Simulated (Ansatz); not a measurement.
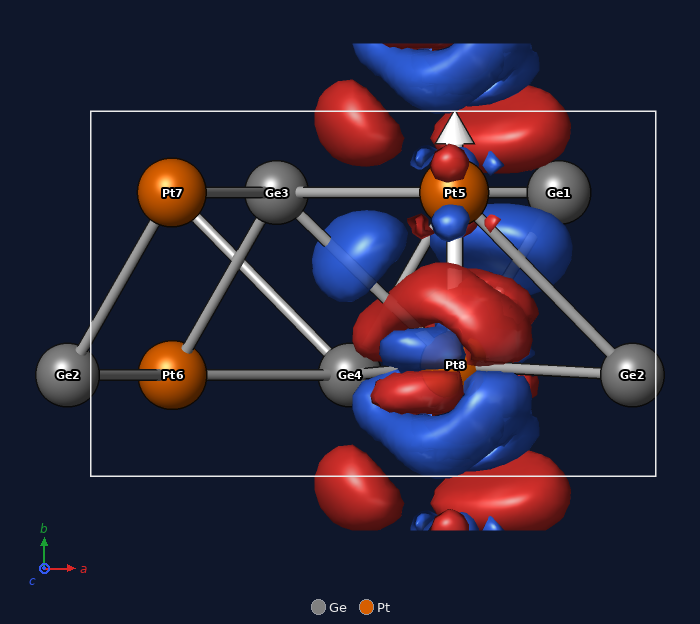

Figure 1: GePt. Pt8 was moved by 0.10 Å along [0 1 0] in the axes of the cell drawn (arrow, not to scale). Change of the density less the rigid motion of the neutral atom's own density: blue surfaces at +0.008 and red ones at −0.008 e/Å³, in the cell of the calculation (origin moved) seen along the c axis.

Space group Pnma; the calculation finds a residual pressure of about 9 GPa at this fixed cell.

Computed with DFT PBE, scalar-relativistic, plane waves, PAW (Ansatz).

In a PAW calculation such maps are meaningful between the atoms, not at the nuclei.

> How do the electrons respond beyond following the atom?

About 0.13 e is rearranged in the cell. Outside the cores the largest gain lies at the edge of the masked core of Pt, and the largest loss lies there too, on other sides.

> What restoring force does the calculation give for this move?

The force on it changes by 0.73 eV/Å along the move, against it: a stiffness of about 7.3 eV/Å² for this sublattice shift.
